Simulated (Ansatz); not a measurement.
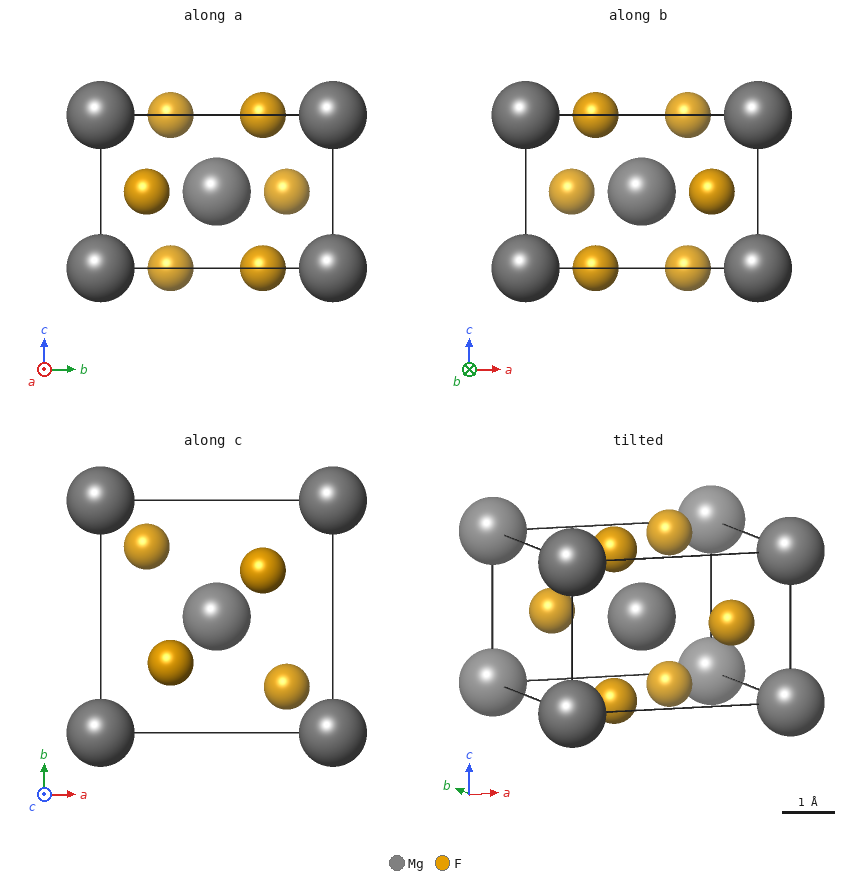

The figure gives a spheres-only picture of the atoms, viewed along the a axis, along the b axis, along the c axis and slightly off an axis. Thin lines show the conventional unit cell, with boundary atoms drawn in all their periodic places.

Lattice parameters: a = 4.4834 Å, b = 4.4834 Å, c = 2.9547 Å, α = 90.000°, β = 90.000°, γ = 90.000°.

> From the views, write a CIF with its space group and independent sites, with free fractional coordinates to two decimals.

```cif
data_structure
_symmetry_space_group_name_H-M 'P 42/m n m'
_symmetry_Int_Tables_number 136
_cell_length_a 4.4834
_cell_length_b 4.4834
_cell_length_c 2.9547
_cell_angle_alpha 90.000
_cell_angle_beta 90.000
_cell_angle_gamma 90.000
_cell_volume 59.39
loop_
_atom_site_label
_atom_site_type_symbol
_atom_site_symmetry_multiplicity
_atom_site_Wyckoff_symbol
_atom_site_fract_x
_atom_site_fract_y
_atom_site_fract_z
_atom_site_occupancy
Mg1 Mg 2 a 0.00 0.00 0.00 1
F1 F 4 f 0.30 0.30 0.00 1
```

The cell started as a structure type filled with these elements by a generator (whether the compound takes this form wasn't checked). The cell was then strained or its atoms displaced on purpose. An electronic-structure calculation with Ansatz was run on it.
